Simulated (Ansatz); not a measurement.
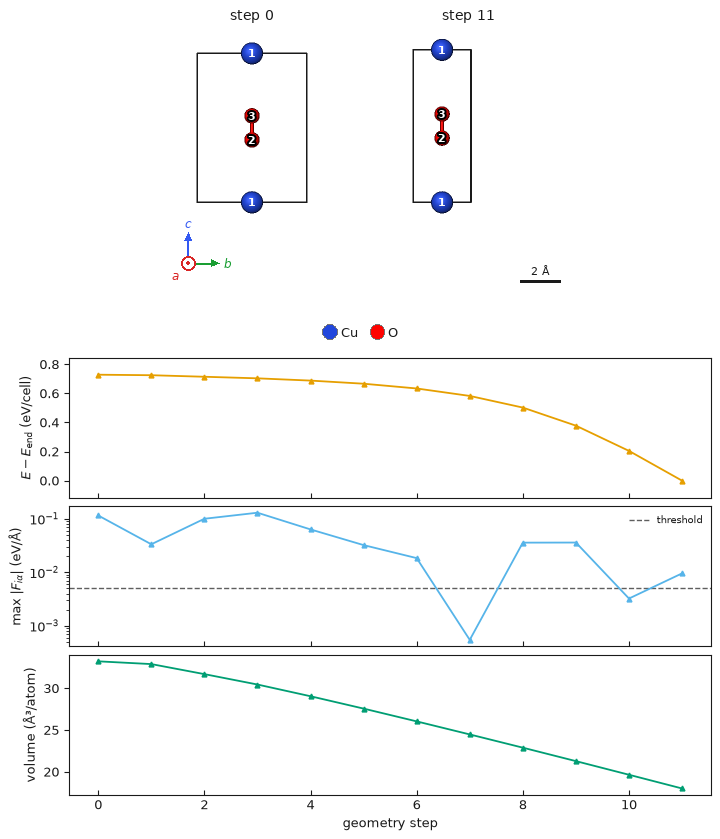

First and last geometry of a relaxation of crystalline CuO₂ (set up in Pmmm), with the history of the run. Style: ball-and-stick. Shown: the cell of the calculation, along the a axis.

These are results of DFT PBE+D3(BJ), scalar-relativistic, plane waves, PAW in Ansatz, not measurements.

Input file:
```yaml
crystal:
  lattice:
    - [2.3703466282, 0.0, 0.0]
    - [0.0, 5.5606218924, 0.0]
    - [0.0, 0.0, 7.5633134059]
  atoms:
    - { symbol: Cu, position: [0.0, 0.5, 0.0] }
    - { symbol: O, position: [0.0, 0.5, 0.4193259222], spin: 0.37 }
    - { symbol: O, position: [0.0, 0.5, 0.5806740778], spin: 0.37 }
basis:
  ecutwfc: 420
kpoints:
  mp_grid: { grid: [18, 8, 6] }
hamiltonian:
  xc: pbe
  dispersion: d3bj
scf:
  occupations: { method: gaussian, width: 0.1 }
output:
  forces: true
  stress: true
  eigenvalues: true
  populations: true
magnetization:
  spin_polarized: true
relax:
  adjacent_minimum: "off"
  f_tol: 0.005
  max_steps: 80
  cell: { stress_tol: 0.05 }
```

Launched with:
```bash
ansatz run input.yaml --threads 2 --pin off --max-ram 5120MiB --backend cpu --events-out ev --progress --plain --runs-dir out
```

**Read the history and describe the run.**

The run was cut off at its time limit before the relaxation converged, so the last structure is only a point on the way. The largest moves relative to the cell, 0.014 Å, are those of O2 and O3. O2 goes along +c. Cu stays in place. The drawn cell changes as follows: a 2.370 → 2.379 Å (+0.4 %), b 5.561 → 2.932 Å (−47.3 %), c 7.563 → 7.743 Å (+2.4 %); the volume changes by −45.8 %. Near-neighbour distances that change, for instance: Cu1–Cu1 2.370 → 2.379 Å. The space group stays Pmmm (No. 47). After 11 geometry steps the energy has fallen by 0.729 eV per cell of the calculation. Largest force component: 0.12 eV/Å at the start, 0.0096 eV/Å at the end. The pressure goes from −0.13 to −2.25 GPa.

```json
{"step": "0", "E − E(0), meV/atom": "0.00", "largest force component, eV/Å": "0.1157", "pressure, GPa": "-0.13", "volume, Å³/atom": "33.230"}
{"step": "1", "E − E(0), meV/atom": "-1.18", "largest force component, eV/Å": "0.0335", "pressure, GPa": "-0.11", "volume, Å³/atom": "32.900"}
{"step": "2", "E − E(0), meV/atom": "-4.71", "largest force component, eV/Å": "0.1004", "pressure, GPa": "-0.01", "volume, Å³/atom": "31.697"}
{"step": "3", "E − E(0), meV/atom": "-8.32", "largest force component, eV/Å": "0.1303", "pressure, GPa": "0.02", "volume, Å³/atom": "30.453"}
{"step": "4", "E − E(0), meV/atom": "-13.50", "largest force component, eV/Å": "0.0635", "pressure, GPa": "-0.03", "volume, Å³/atom": "29.049"}
{"step": "5", "E − E(0), meV/atom": "-20.65", "largest force component, eV/Å": "0.0323", "pressure, GPa": "-0.13", "volume, Å³/atom": "27.569"}
{"step": "6", "E − E(0), meV/atom": "-31.56", "largest force component, eV/Å": "0.0184", "pressure, GPa": "-0.28", "volume, Å³/atom": "26.038"}
{"step": "7", "E − E(0), meV/atom": "-48.65", "largest force component, eV/Å": "0.0005", "pressure, GPa": "-0.49", "volume, Å³/atom": "24.476"}
{"step": "8", "E − E(0), meV/atom": "-75.36", "largest force component, eV/Å": "0.0359", "pressure, GPa": "-0.81", "volume, Å³/atom": "22.890"}
{"step": "9", "E − E(0), meV/atom": "-116.81", "largest force component, eV/Å": "0.0360", "pressure, GPa": "-1.34", "volume, Å³/atom": "21.280"}
{"step": "10", "E − E(0), meV/atom": "-174.65", "largest force component, eV/Å": "0.0032", "pressure, GPa": "-1.94", "volume, Å³/atom": "19.647"}
{"step": "11", "E − E(0), meV/atom": "-242.86", "largest force component, eV/Å": "0.0096", "pressure, GPa": "-2.25", "volume, Å³/atom": "18.004"}
```
